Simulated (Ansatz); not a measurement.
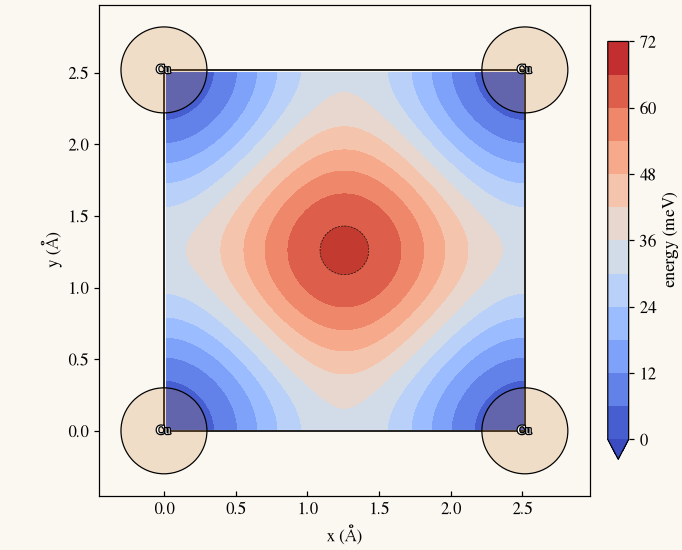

H on a Cu(100) slab cut from the Fm-3m phase, its upper half relaxed before the scan (12 atoms of substrate and one adsorbate in a 2 × 2 cell). 
- H is moved over the surface cell at a fixed height above a rigid substrate; the origin of the map has the adsorbate above Cu9; the height is held at 2.80 Å.
- Places are given modulo a cell vector. The map is drawn in real space over the plane of the surface.
- Grid: 6 × 6 points; 10 points were computed and 26 follow by symmetry.
- Places are given in fractions of the 1 × 1 surface cell.
- Energies: meV, counted from the lowest grid point.
- The runs have no spin polarisation, so an open-shell adsorbate far from the surface lies too high. At a fixed height the lowest place need not be the adsorption site.
- Method: DFT PBE+D3(BJ), scalar-relativistic, plane waves, PAW (Ansatz). Settings: cutoff 420 eV, k-mesh 5×5×1, gaussian smearing 0.1 eV, no spin polarisation.

The picture shows filled contours, labelled circles for the atoms of the top layer and small ones for the second layer, the outline of one cell of the plane. Between grid points the surface is interpolated.

The lowest grid point is at the top site over a surface Cu atom, (0/6, 0/6) of the cell vectors. It is the only kind of minimum in the scanned range. The highest grid point, a fourfold hollow over a second-layer Cu atom, (3/6, 3/6) of the cell vectors, lies 67.4 meV above the lowest. On the interpolated surface the easiest way out of the lowest well to its copy in the next cell or period passes a barrier of about 35 meV. At the lowest point the adsorbate has 1 Cu at 2.80 Å as nearest neighbours, at the highest 4 Cu at 3.32 Å.

The scan is repeated with another setting: the height is held at 2.20 Å; all else is set up alike.

What will the new map look like?

Answer. The lowest place stays at the top site over a surface Cu atom, (0/6, 0/6) of the cell vectors. The span from the lowest to the highest grid point grows from 67.4 to 238.5 meV. The easiest pass out of the lowest well goes from about 35 to about 123 meV on the interpolated surfaces. In the new map: at the lowest point the adsorbate has 1 Cu at 2.20 Å as nearest neighbours, at the highest 4 Cu at 2.83 Å.

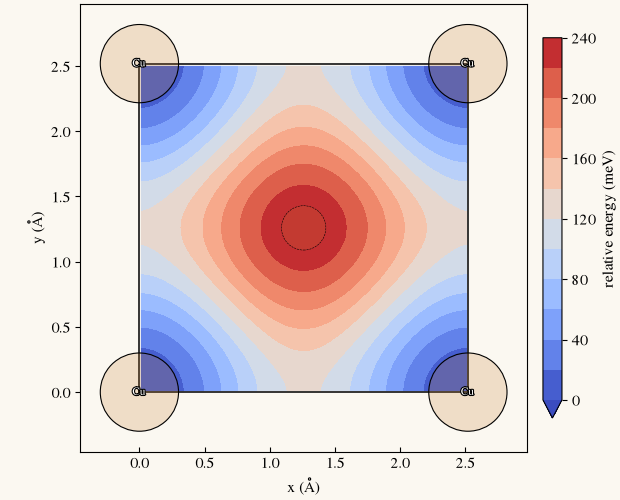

The map after the change, on a colour scale of its own. The picture shows filled contours, labelled circles for the atoms of the top layer and small ones for the second layer, the outline of one cell of the plane. Between grid points the surface is interpolated.

PAW datasets: the set soft_1.
